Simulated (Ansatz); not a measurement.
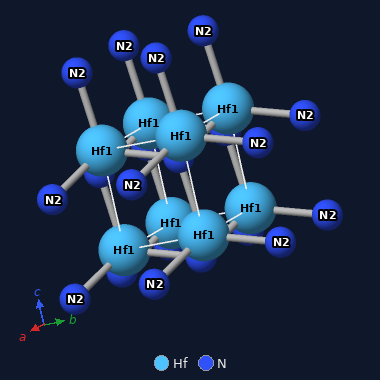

The system is HfN (F-43m, No. 216; 2 atoms in the cell); the picture shows the reference structure. The cell is strained homogeneously, by one strain along x and y and another along z, with fractional coordinates fixed (x, y and z along the cube axes). The first coordinate is: strain along x and y; the second: strain along z. Grid: 5 × 5 points. Energies: meV/atom, counted from the lowest grid point. The reference cell is the one listed in the database, not relaxed at this level. Computed with Ansatz 0.2.0, DFT LDA, scalar-relativistic, plane waves, PAW. Settings: cutoff 420 eV, k-mesh 16×16×16, gaussian smearing 0.15 eV, no spin polarisation.

Its coordinates:

```yaml
crystal:
  lattice:
    - [0.00000, 2.45482, 2.45482]
    - [2.45482, 0.00000, 2.45482]
    - [2.45482, 2.45482, 0.00000]
  atoms:
    - { symbol: Hf, position: [0.00000, 0.00000, 0.00000] }
    - { symbol: N, position: [0.75000, 0.75000, 0.75000] }
```

Range: strain along x and y from −5.0 to 5.0 %; strain along z from −5.0 to 5.0 %.

> What will the energy surface look like?

The lowest grid point is at strain along x and y = −2.5 %, strain along z = 0.0 %. The bottom of the well lies between grid points, at about strain along x and y = −1.6 %, strain along z = −1.6 %, about 2.8 meV/atom lower on the interpolated surface. No other kind of well shows on this grid. The highest grid point, strain along x and y = 5.0 %, strain along z = 5.0 %, lies 313 meV/atom above the lowest.

```tsv
strain along z ↓, strain along x and y →	−5.0	−2.5	0.0	2.5	5.0
5.0	47	46	95	186	313
2.5	32	14	49	129	247
0.0	36	0	19	86	193
−2.5	61	4	5	57	152
−5.0	107	27	8	43	123
```

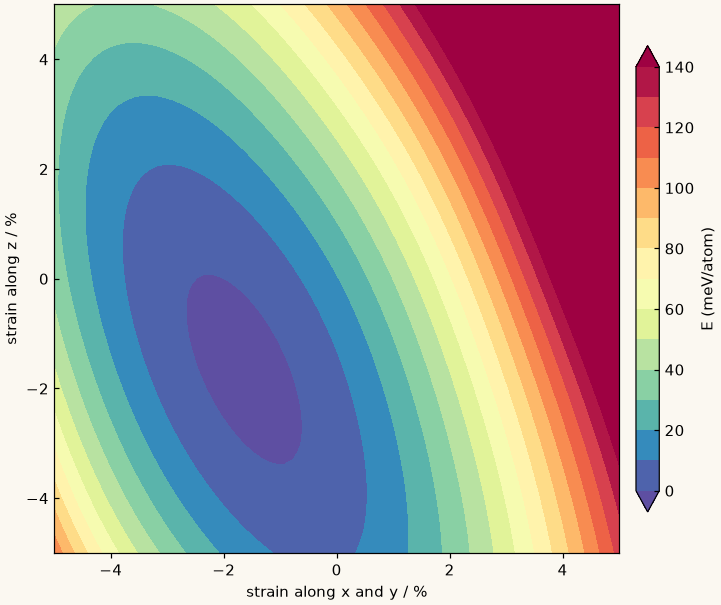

Drawn: filled contours, one colour for all values above the top of the scale. Between grid points the surface is interpolated.
